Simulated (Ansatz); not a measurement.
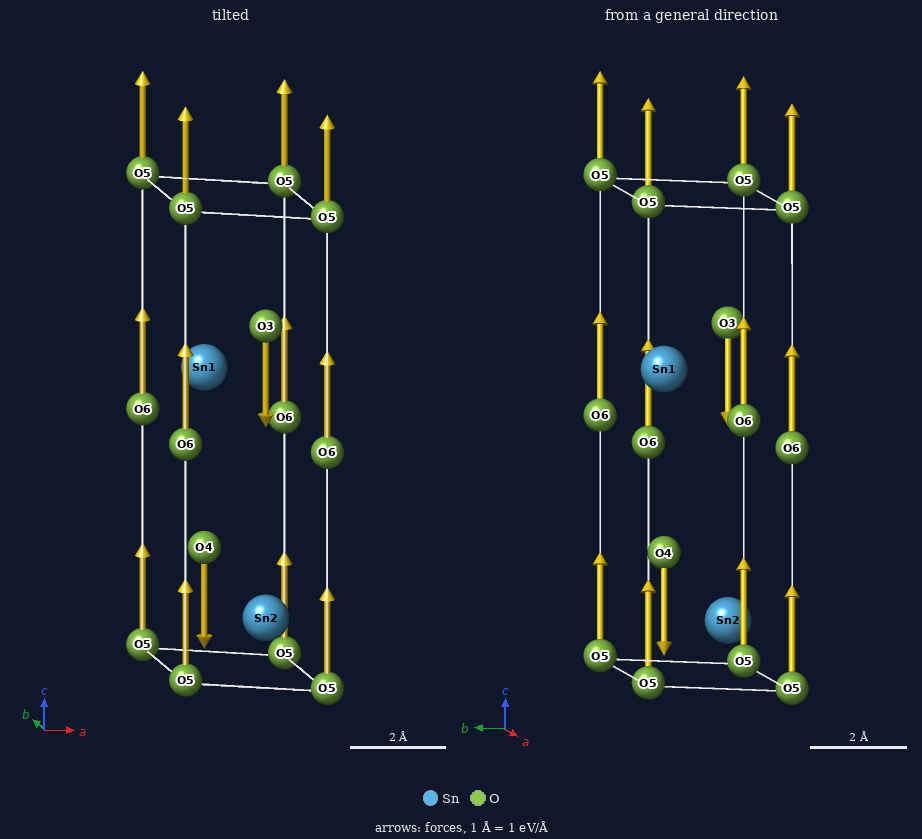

Shown here is a spheres-only view of the crystal, taken slightly off an axis and from a general direction. The frame is the simulation cell; atoms at its boundary are shown with their periodic copies. The arrows are the computed forces on the atoms.

System: SnO₂. Setup: DFT PBE, scalar-relativistic, plane waves, PAW (Ansatz 0.2.0); a basis cut at 420 eV, k-mesh 12×12×4, Gaussian smearing of 0.02 eV, no spin polarisation.

Is the structure at a minimum of the energy?

No. The atoms still feel forces of up to about 1.9 eV/Å, far above a usual threshold of 0.01 to 0.03 eV/Å.

On which atom is the force largest?

All O atoms, about 1.9 eV/Å.

The cell started as a structure listed in the Materials Project, with elements exchanged, so it need not be a known form of the compound. The cell was then strained or its atoms displaced on purpose. Ansatz was used for an electronic-structure calculation on it.
